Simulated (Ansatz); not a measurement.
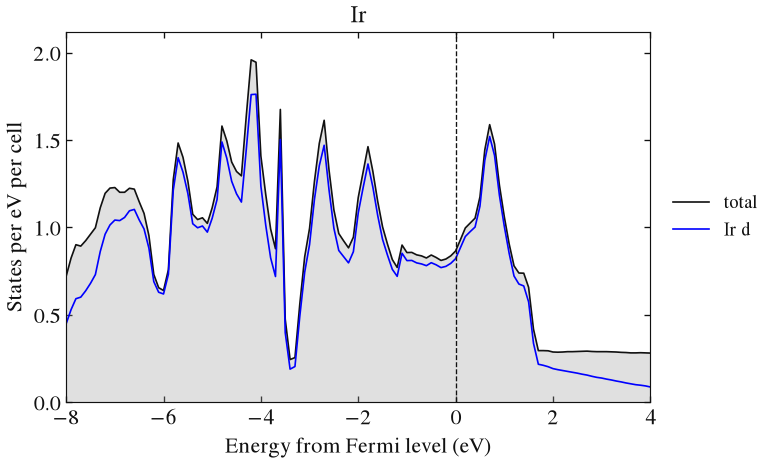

Density of states. Energies are counted from the Fermi level. The partial curves are projected on Löwdin-orthogonalised atomic shells.

The Ansatz input:

```yaml
crystal:
  lattice:
    - [0.0, 1.9156, 1.9156]
    - [1.9156, 0.0, 1.9156]
    - [1.9156, 1.9156, 0.0]
  atoms:
    - { symbol: Ir, position: [0.0, 0.0, 0.0] }
hamiltonian:
  xc: pbesol
  pseudopotentials: { kind: paw_fr }
  dispersion: d4
  hubbard:
    sites: [{ species: Ir, l: d, u_eff: 4.0 }]
    projectors: atomic
    double_counting: amf
magnetization:
  noncollinear: true
  spin_orbit: true
kpoints:
  mp_grid: { grid: [12, 12, 12] }
scf:
  occupations: { method: tetrahedron }
  n_extra_bands: 6
output:
  forces: true
  stress: true
  dos: { projected: true, de: 0.05, nscf_kmesh: { grid: [18, 18, 18] } }
```

System: fcc Ir, space group Fm-3m (No. 225), 1 atom in the primitive cell.

Computed with Ansatz: PBEsol with D4 dispersion, Ir d U = 4 eV, Ansatz PAW, spin-orbit coupling, no magnetisation, 12×12×12 k mesh in the self-consistent step, 420 eV cutoff, tetrahedron occupations.

What is the density of states at the Fermi level?

Answer. It is a metal. The density of states at the Fermi level is about 0.89 per eV and cell (mean within 0.25 eV).

What carries the states at the Fermi level?

Answer. By projected weight, the states within 0.3 eV of the Fermi level are Ir d almost alone.

Where is the centre of the Ir d band?

Answer. Over the range shown, the centre of the Ir d weight lies 3.0 eV below the Fermi level, and about 78 % of the shell is filled.

The density of states comes from the program's own step for it, whose mesh and broadening can differ from those of the self-consistent step. The PAW data sets were made with another functional. The cell is at −3 GPa in this functional.
